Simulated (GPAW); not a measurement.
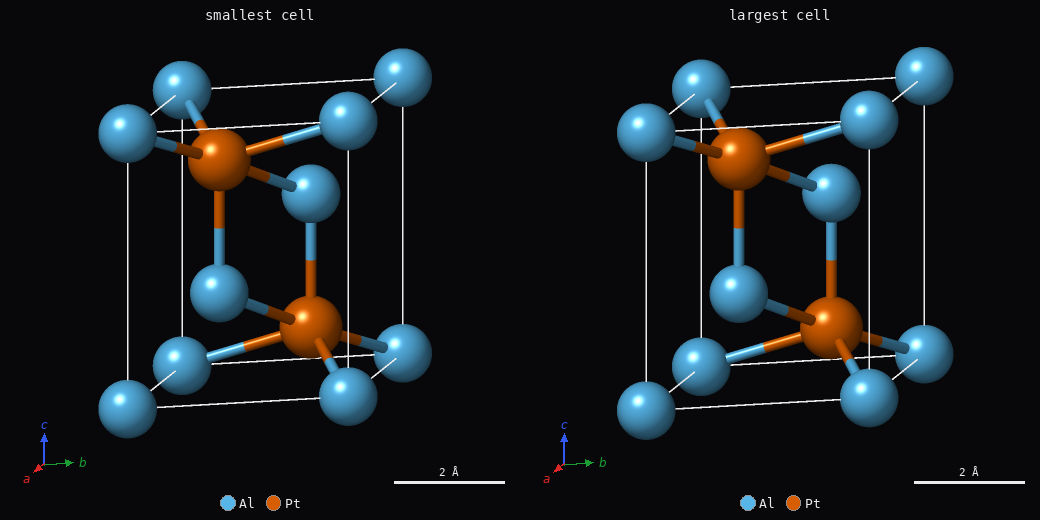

Al₃Pt₂, space group P-3m1 (No. 164), relaxed (cell and atoms, zero pressure) with five choices of dispersion term on top of PBEsol; the smallest and the largest of the relaxed conventional cells are drawn to one scale (sticks follow a distance rule). The start was a structure listed in the Materials Project. It needn't be the stable form of this composition.

Alike in all runs: GPAW 26.7.0; functional PBEsol; potentials PAW data sets generated in the run's folder for this functional; cutoff 600 eV; k mesh 5 × 5 × 4 on the run's cell of 5 atoms; occupations fermi-dirac, width 0.05 eV; no spin polarisation; no spin-orbit coupling. All runs are metallic.

```tsv
level	volume (Å³/atom)	a (Å)	c (Å)
D4	15.69	4.202	5.130
none	15.95	4.227	5.156
D3(BJ)-ATM	15.58	4.192	5.119
D3	?	?	?
D3(BJ)	15.49	4.183	5.111
```

Q: Fill in the row of D3.

A: Volume 15.54 Å³/atom; a 4.182 Å; c 5.128 Å. That is between D3(BJ) and D3(BJ)-ATM in volume.

Q: Order the levels by the relaxed volume, smallest first.

A: D3(BJ) (15.49 Å³/atom), D3 (15.54 Å³/atom), D3(BJ)-ATM (15.58 Å³/atom), D4 (15.69 Å³/atom), none (15.95 Å³/atom). Rows within a few tenths of a per cent can't be told apart.

Caveat: later steps reuse the first step's grids; pairwise dispersion terms can overbind metals strongly; spin-orbit coupling is left out, which matters for Pt, if less for volumes and forces than for levels.
